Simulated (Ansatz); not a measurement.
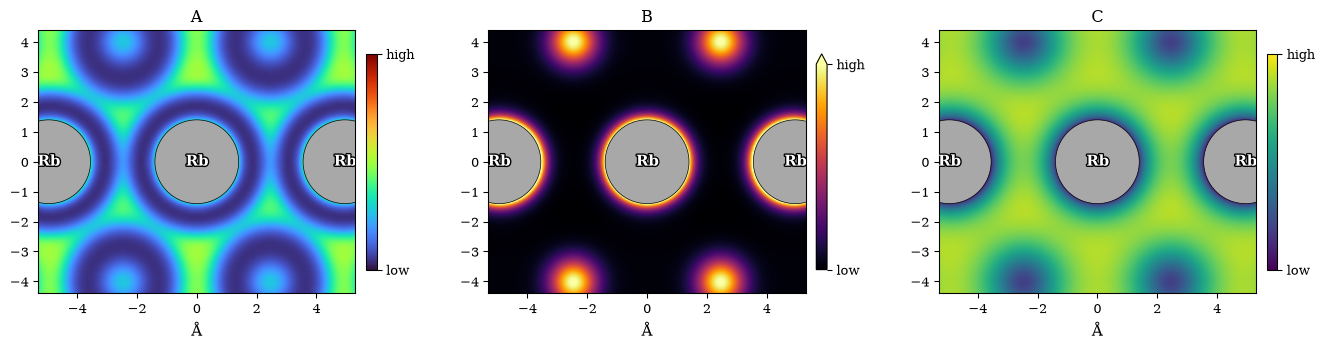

Rb: 3 fields on the (001) plane of the calculation cell, with unlabelled colour scales. Grey discs cover the atomic cores.

Space group P6₃/mmc; a structure from a database of computed crystals, not necessarily the ambient phase.

The calculation used DFT PBE+D3(BJ), scalar-relativistic, plane waves, PAW in Ansatz.

```
CELL_PARAMETERS angstrom
-4.95238 0.00000 0.00000
0.00000 0.00000 -8.09908
0.00000 -8.57778 0.00000
ATOMIC_POSITIONS crystal
Rb 0.50000 0.75000 0.16667
Rb 0.00000 0.75000 0.66667
Rb 0.00000 0.25000 0.33333
Rb 0.50000 0.25000 0.83333
```

> Which field does each panel show? The fields are: electron localisation function, electrostatic potential energy of an electron and valence pseudo-density.

Panel A: electron localisation function. Panel B: valence pseudo-density. Panel C: electrostatic potential energy of an electron (low next to the atoms, rising into the space between them). From the grid: Rb–Rb (4.95 Å): the density is about 0.01 e/Å³ at the midpoint; the ELF is about 0.20 at the midpoint: no shared electron pair shows on this line.
